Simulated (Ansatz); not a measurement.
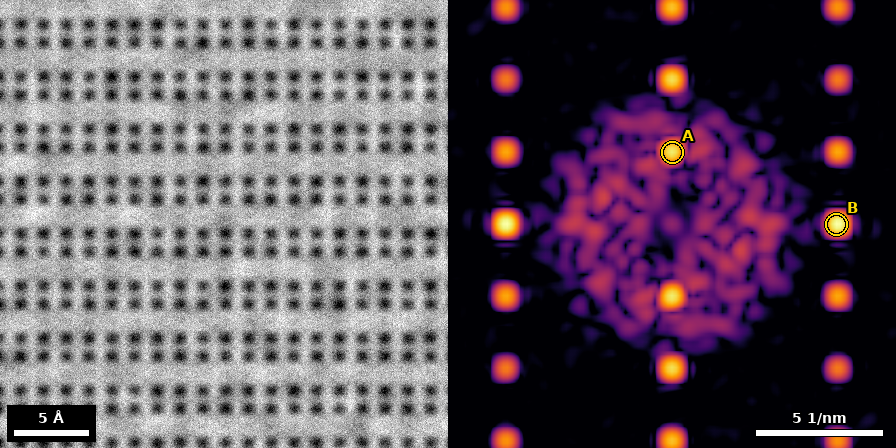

Phase-contrast TEM-like image of P (P6/mmm, No. 191) along [102]. Simulated in the weak-phase-object approximation with neutral-atom potentials: 200 kV, Cs = 20 µm, defocus −85 Å (negative is underfocus), defocus spread 8 Å, aperture 1.14 1/Å. Shot noise and the speckle of an amorphous layer were added. Structure used: the geometry relaxed with DFT PBEsol, scalar-relativistic, plane waves, PAW in Ansatz 0.2.0; the starting structure was generated, so it need not be a known form of this composition.

The right panel is the modulus of the image's Fourier transform on a logarithmic scale.

a = 4.044 Å, b = 4.044 Å, c = 2.320 Å, α = 90.00°, β = 90.00°, γ = 120.00°

Question: Index the marked spots and give their plane spacings (the zone axis points at the viewer; indices equivalent by symmetry, or all signs reversed, are as good).

Answer: A: (0 -1 0), d = 3.50 Å; B: (-2 1 1), d = 1.52 Å. A and B enclose 90°, and every spot obeys the zone law hu + kv + lw = 0 for [102].
